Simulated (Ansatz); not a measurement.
Given this structure:

```xyz
8
Lattice="4.0491 0.0000 0.0000 0.0000 4.0491 0.0000 0.0000 0.0000 4.5773" Properties=species:S:1:pos:R:3 pbc="T T T"
Al    2.0246    2.0246    0.0000
Al    2.0246    0.0000    2.2886
Al    0.0000    2.0246    2.2886
Ga    0.0000    0.0000    0.0000
N     3.0144    3.0144    1.1697
N     3.0144    1.0347    3.4076
N     1.0347    3.0144    3.4076
N     1.0347    1.0347    1.1697
```

Before looking at a picture, describe the arrangement of atoms.

Answer. Chemical formula Al$_{3}$GaN$_{4}$. It belongs to space group P-42m (No. 111) and has a primitive tetragonal lattice. Cell content: 3 Al, 1 Ga, 4 N, that is 1 formula unit. The neighbours of Al are four N in a distorted tetrahedral arrangement at 1.82 Å. About every Ga there are four N in a distorted tetrahedral arrangement at 1.87 Å. N is coordinated by three Al and one Ga in a distorted tetrahedral arrangement (1.82 Å to Al, 1.87 Å to Ga). The bonds build a three-dimensional framework.

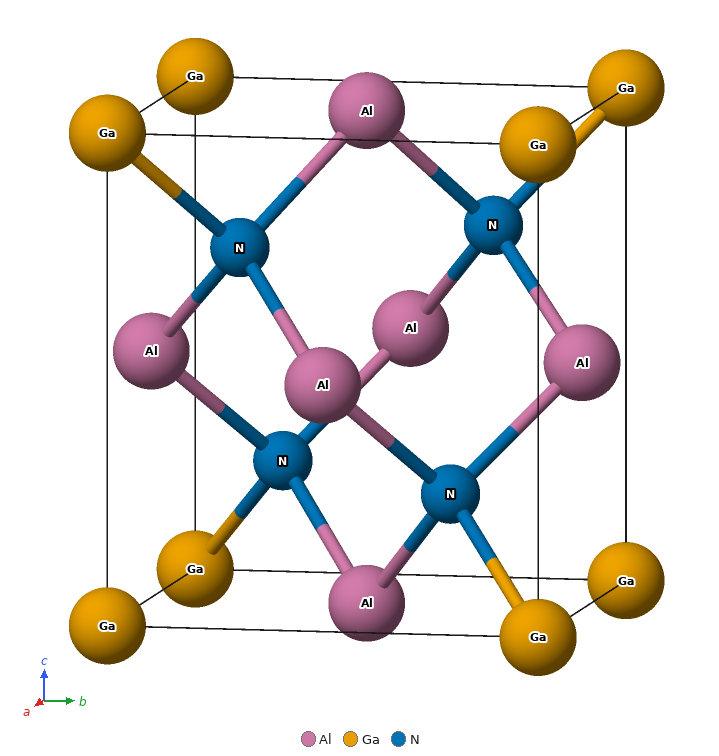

Structure drawing (ball-and-stick), viewed slightly off an axis. The lines enclose the conventional unit cell; boundary atoms appear with their images. Colours: aluminium pink, gallium orange, nitrogen blue.

Origin of the cell: a structure listed in the Materials Project. The cell was then strained or its atoms displaced on purpose. Ansatz was used for an electronic-structure calculation on it.

At this level of theory the run's own cell isn't at rest (compressed, at 32 GPa), so its distances can differ from those at equilibrium, the more so the softer the solid.
